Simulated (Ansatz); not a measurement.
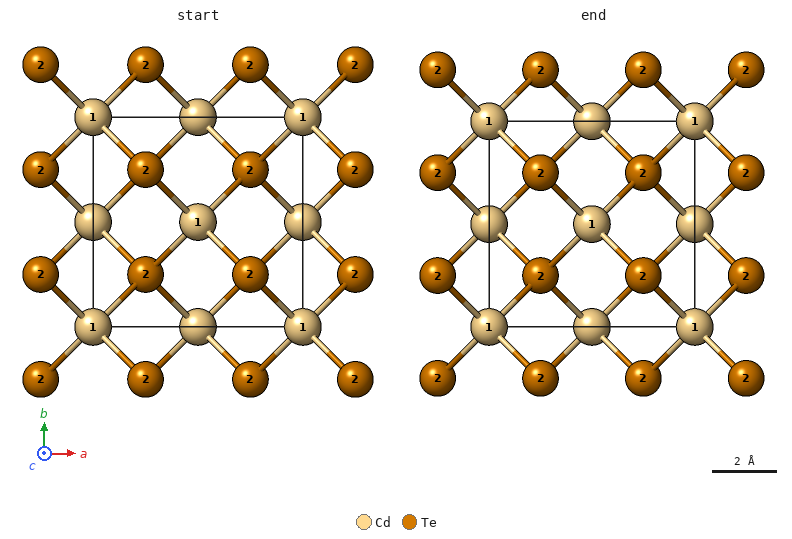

The structure of solid CdTe (built on the zincblende type) before (left) and after (right) a relaxation, at one scale.

Style: ball-and-stick. Shown: the conventional cell (4 times the calculation's cell), along the c axis. Lengths and directions refer to the drawn axes.

Method: DFT, PBEsol, plane waves, PAW in Ansatz. Settings: plane-wave cutoff 420 eV; k-point mesh 6 × 6 × 6; occupations fermi dirac; smearing width 0.02 eV; no spin polarisation; cell and atoms relaxed; force threshold 0.005 eV/Å.

**Summarise the run.**

No atom moves by more than 0.005 Å relative to the cell. Cell: a = b = c 6.621 → 6.490 Å (−2.0 %). Volume −5.8 %. Near-neighbour distances that change, for instance: Cd1–Te2 2.867 → 2.810 Å. The space group stays F-43m (No. 216). Over 3 accepted moves (4 points after the start) the energy falls by 14.9 meV per atom. All forces vanish by symmetry, so only the cell relaxes. Pressure: −2.14 GPa at the start and 0.00 GPa at the end. At 1 point the geometry stayed and the basis and grid were re-selected for the new cell (energy shift of 0.4 meV per atom at most each time).
